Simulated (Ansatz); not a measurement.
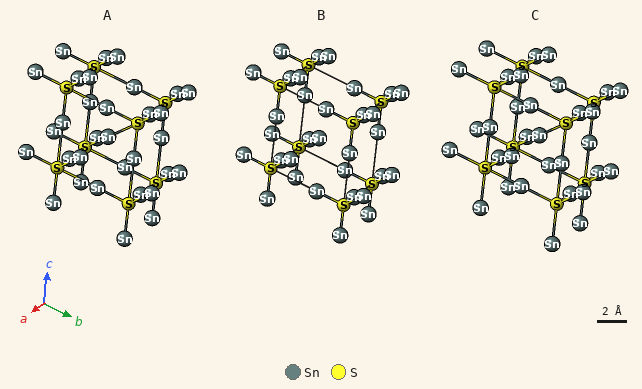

3 geometries from one relaxation of crystalline Sn4S (a generated structure, set up in I-43m) (coarse preliminary run), in shuffled order. A ball-and-stick model of the cell of the calculation, seen slightly off an axis.

The calculation used DFT PBE, scalar-relativistic, plane waves, PAW (Ansatz 0.2.0). Set-up: plane-wave cutoff 420 eV; k-point mesh 4 × 4 × 4; occupations gaussian; smearing width 0.1 eV; no spin polarisation; cell and atoms relaxed; force threshold 0.04 eV/Å; at most 70 steps.

**Put them in the order of the run, from the start to the converged end.**

B, A, C. They are steps 0, 2, 5, at +5.621 eV per cell of the calculation, +0.615 eV per cell of the calculation relative to the last. The energy falls by 5.621 eV per cell of the calculation in 4 accepted moves (5 points after the start). The largest force component goes from 3.9 to 0.0087 eV/Å. The pressure goes from 15.94 to −0.01 GPa. At 1 point the geometry stayed and the basis and grid were re-selected for the new cell (energy shift of 1.2 meV per cell of the calculation at most each time). The largest moves relative to the cell, 0.73 Å, are those of Sn atoms. S stays in place. Cell: a = b = c 5.864 → 5.759 Å (−1.8 %). Volume −5.3 %. Among the contacts that change: S–Sn 3.698 → 2.898 Å, S–Sn 2.166 → 2.861 Å. New bonds form: S–Sn (3.70 → 2.90 Å). The space group stays I-43m (No. 217).
